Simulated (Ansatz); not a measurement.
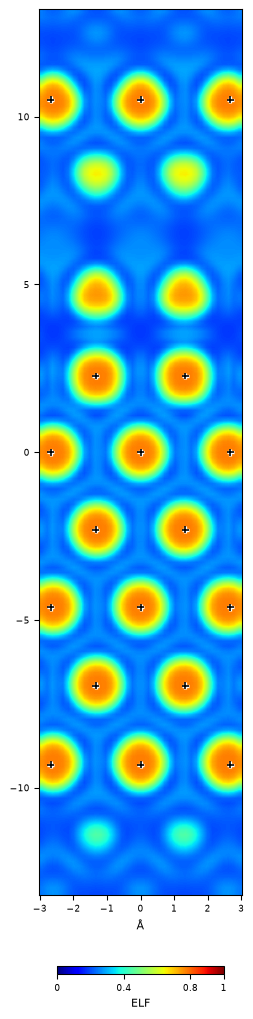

The electron localisation function on a plane through atoms (crosses mark nuclei in the plane).

The calculation used Ansatz 0.2.0, DFT PBEsol, scalar-relativistic, plane waves, PAW.

Candidates:
A. Rh (interface cell), a = 2.67 Å, b = 4.63 Å, c = 25.32 Å, α = 90.00°, β = 90.00°, γ = 106.78°. Computed without spin polarisation.
B. C, a = 2.46 Å, b = 2.46 Å, c = 10.79 Å, α = 90.00°, β = 90.00°, γ = 120.00°. Space group R-3m.

**Which system is this?**

Candidate A: Rh on the (011) plane of the calculation cell, which holds Rh. Rh–Rh (2.63 Å): the ELF is about 0.30 at the midpoint: no localised pair shows between them. Rh–Rh (2.67 Å): the ELF is about 0.25 at the midpoint (no localised pair shows between them).
